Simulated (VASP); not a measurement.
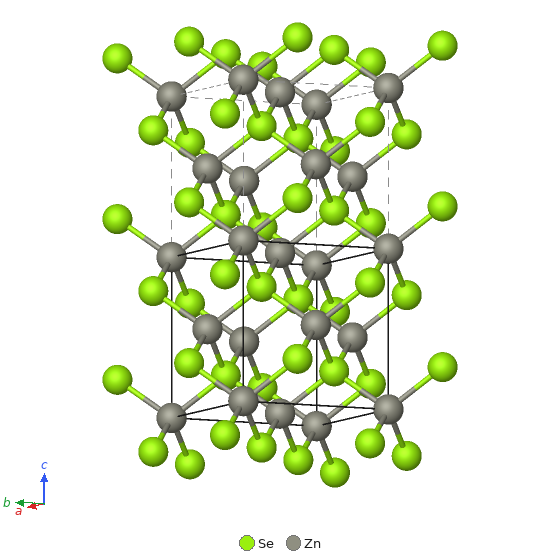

System ZnSe (space group F-43m, No. 216); source of the atomic positions: the end point of a relaxation with VASP 6.6.1, VASP Kohn-Sham DFT of a periodic cell, PBE, VASP PAW PBE potentials, recommended.

Bonds are taken as Se–Zn below 2.8 Å. Atoms with one bond or none are removed and atoms with two bonds are replaced by edges, until no such atom is left.

Q: What kind of net remains, and which atoms are its nodes?

A: A uninodal 4-connected, three-periodic net: Se and Zn are 4-connected nodes.

Q: Does the net have a name?

A: It is the dia net, known from diamond, zinc blende and cristobalite.

Q: Is the net interpenetrated?

A: It is a single net, without interpenetration.

Q: Give the point symbol of each node (shortest cycle at each angle).

A: Se and Zn: 6⁶.

Q: Give the first ten terms of the coordination sequence (nodes one, two, three … edges away).

A: Se and Zn: 4, 12, 24, 42, 64, 92, 124, 162, 204, 252.

The simplified net, drawn on the atoms' positions. Nodes are coloured by element. Edges to nodes outside the piece are drawn as stubs.

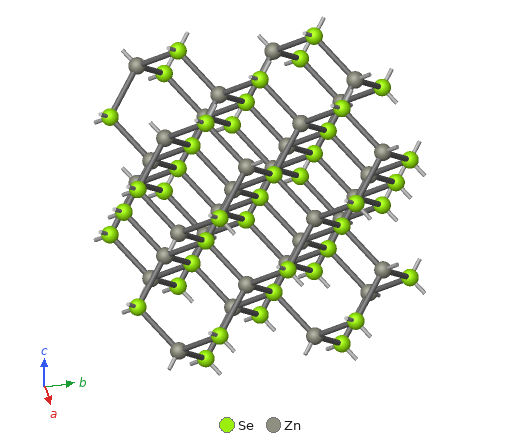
